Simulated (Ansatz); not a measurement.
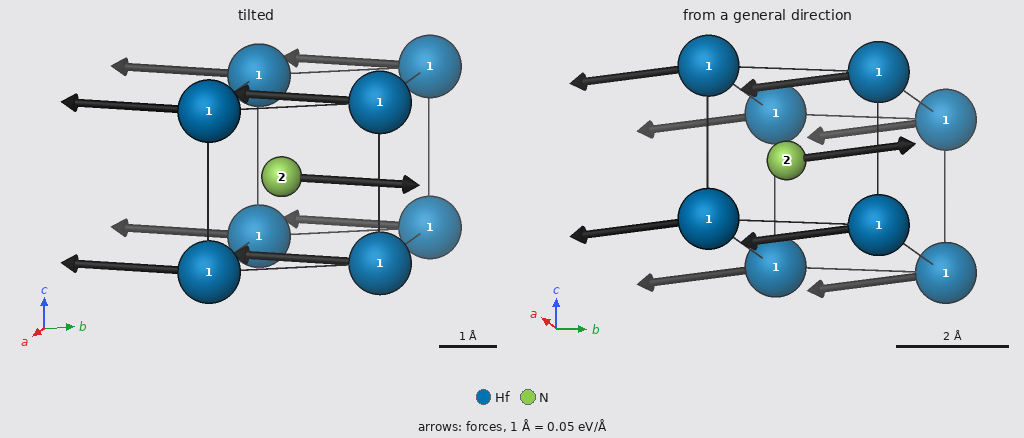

Structure drawing (spheres-only), viewed slightly off an axis and from a general direction. The box is the simulation cell; atoms on or close to its faces, edges and corners are drawn wherever they repeat. The arrows are the computed forces on the atoms.

System: HfN. The numbers come from DFT r2SCAN, scalar-relativistic, plane waves, PAW in Ansatz 0.2.0, using a plane-wave cutoff of 500 eV, a 12×12×12 k-point grid, Gaussian smearing of 0.05 eV, no spin polarisation.

Do the forces show a relaxed structure?

No. The atoms still feel forces of up to about 0.11 eV/Å, above a usual threshold of 0.01 to 0.03 eV/Å.

Identify the atom with the maximum force.

Hf1 and N2, about 0.11 eV/Å.

It goes back to a structure type filled with these elements by a generator (whether the compound takes this form wasn't checked). The cell was then strained or its atoms displaced on purpose. An electronic-structure calculation with Ansatz was run on it.
